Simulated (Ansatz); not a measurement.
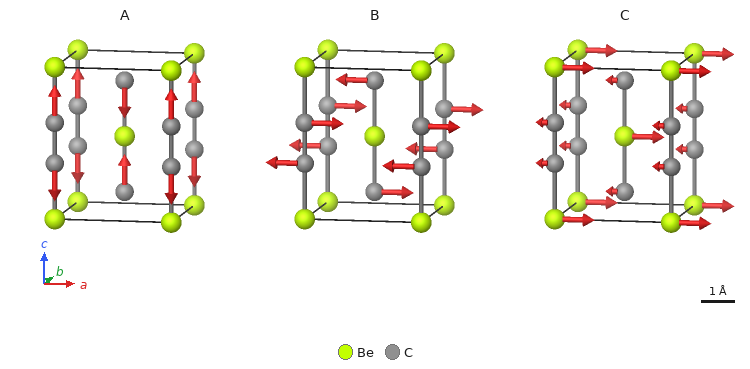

Modes of crystalline BeC₂ (a generated structure), space group I4/mmm (No. 139), at the zone centre (one member of each degenerate set). Displacements are drawn as red arrows; their common scale and sign are arbitrary. A ball-and-stick model of the conventional cell (2 times the calculation's cell), seen slightly off an axis. Lengths and directions refer to the drawn axes.

All numbers below come from DFT PBEsol, scalar-relativistic, plane waves, PAW (Ansatz 0.2.0).

Frequencies are those without the non-analytic (LO–TO) term.

Q: Give the symmetry species and the selection rules of each.

A: A is A₁g, Raman-active by symmetry (1958 cm⁻¹). B is E_g, Raman-active by symmetry (426 cm⁻¹). C is E_u, infrared-active by symmetry (401i cm⁻¹). The crystal has a centre of inversion, so no mode is both.
